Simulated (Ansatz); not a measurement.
Input file:

```
crystal:
  lattice:
    - [0.0129126518, 2.8213001518, 2.8213001518]
    - [2.8213001518, 0.0129126518, 2.8213001518]
    - [2.8213001518, 2.8213001518, 0.0129126518]
  atoms:
    - { symbol: Ge, position: [0.0, 0.0, 0.0] }
    - { symbol: Ge, position: [0.25, 0.25, 0.25] }
scf:
  occupations: { method: gaussian, width: 0.05 }
output:
  forces: true
  stress: true
  eigenvalues: true
  write_density: true
  write_potential: true
  elf: true
  volumetric_format: npy
hamiltonian:
  xc: lda
relax:
  f_tol: 0.005
  max_steps: 60
kpoints:
  mp_grid: { grid: [12, 12, 12] }
```

Run with:

```sh
ansatz run input.yaml --threads 8 --pin off --max-ram 10240MiB --backend cpu --events-out ev --progress --plain --runs-dir out
```

Below, planes, directions and counts refer to the conventional cell (a = 3.97 Å, b = 3.97 Å, c = 9.80 Å, α = 90.00°, β = 90.00°, γ = 120.00°).

Space group R-3m; a generated structure, not necessarily the stable one.

Level of theory: Ansatz 0.2.0, DFT LDA, scalar-relativistic, plane waves, PAW.

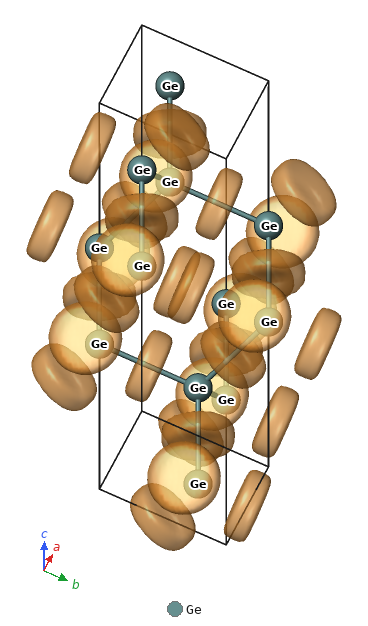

Ge. Isosurface of the electron localisation function at 0.55 (orange), seen at an oblique angle. Core shells and regions of very low density are left out. Sticks mark near contacts.

In a PAW calculation such maps are meaningful between the atoms, not at the nuclei.

Describe the localisation domains.

Answer. The surface consists of twelve regions between bonded Ge–Ge atoms, counted in one cell of 6 atoms. Regions shared between cells count once. Along the contacts the grid gives the following. Ge–Ge (2.44 Å): the ELF peaks at about 0.75 between the atoms.

Does the calculation give a band gap?

Answer. It is gapless in this calculation (a metal or semimetal).
